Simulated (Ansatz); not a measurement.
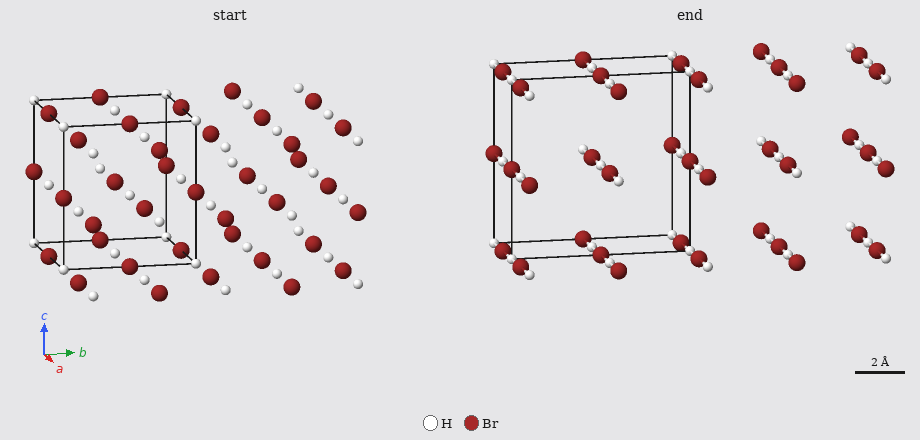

The structure of crystalline HBr (set up in Fmmm) before (left) and after (right) a relaxation, at one scale.

The picture is a ball-and-stick view of the conventional cell (4 times the calculation's cell), repeated 2 × 2 × 1 with one cell outlined, seen slightly off an axis. Lengths and directions refer to the drawn axes.

The calculation used Ansatz 0.2.0, DFT r2SCAN, scalar-relativistic, plane waves, PAW. Set-up: plane-wave cutoff 500 eV; k-point mesh 12 × 12 × 12; occupations gaussian; smearing width 0.1 eV; no spin polarisation; cell and atoms relaxed; force threshold 0.005 eV/Å; at most 80 steps.

### Summarise the run.

After 20 accepted moves (22 points after the start) the energy has fallen by 1214 meV per atom. All forces vanish by symmetry, so only the cell relaxes. Pressure: −8.01 GPa at the start and 0.00 GPa at the end. The SCF was repeated twice at an unchanged geometry on a basis and grid sized afresh for the cell, which shifted the energy by 4.4 meV per atom at most. No atom moves by more than 0.005 Å relative to the cell. The volume changes by +1.5 %, with a 5.555 → 3.337 Å (−39.9 %), b 5.640 → 7.594 Å (+34.7 %), c 6.063 → 7.606 Å (+25.5 %). Near-neighbour distances that change, for instance: Br–Br 5.555 → 3.337 Å, Br–H 2.777 → 1.669 Å. New bonds form: Br–H (2.78 → 1.67 Å). The space group (tolerance 0.01 Å) goes from Fmmm (No. 69) to I4/mmm (No. 139). The run took about 4 core-minutes on a shared host.
